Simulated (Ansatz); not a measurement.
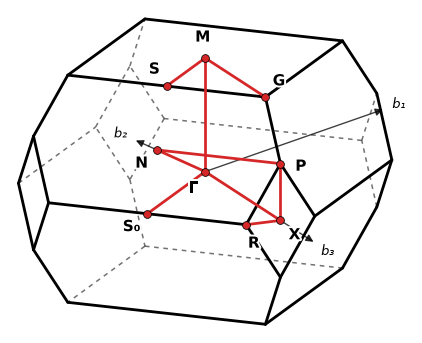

The figure shows the first Brillouin zone with its special points and a band path. Crystal: TiAl3, the geometry relaxed at fixed volume with DFT r2SCAN, scalar-relativistic, plane waves, PAW (Ansatz). Geometry calculated from the standardised cell; symmetry tolerance 0.002 Å.

Labels and path follow the convention of Hinuma et al. (2017), as computed by seekpath; the arrows show the directions of the reciprocal primitive vectors b₁, b₂, b₃.

### What lattice type do the shape and the labels point to?

A body-centred tetragonal lattice (tI; extended symbol tI2). The zone is a truncated octahedron in its combinatorial type: 14 faces (6 with 4 edges, 8 with 6 edges), 36 edges, 24 vertices.

### In which order does the conventional band path visit the special points?

Γ–X–P–N–Γ–M–S | S₀–Γ | X–R | G–M
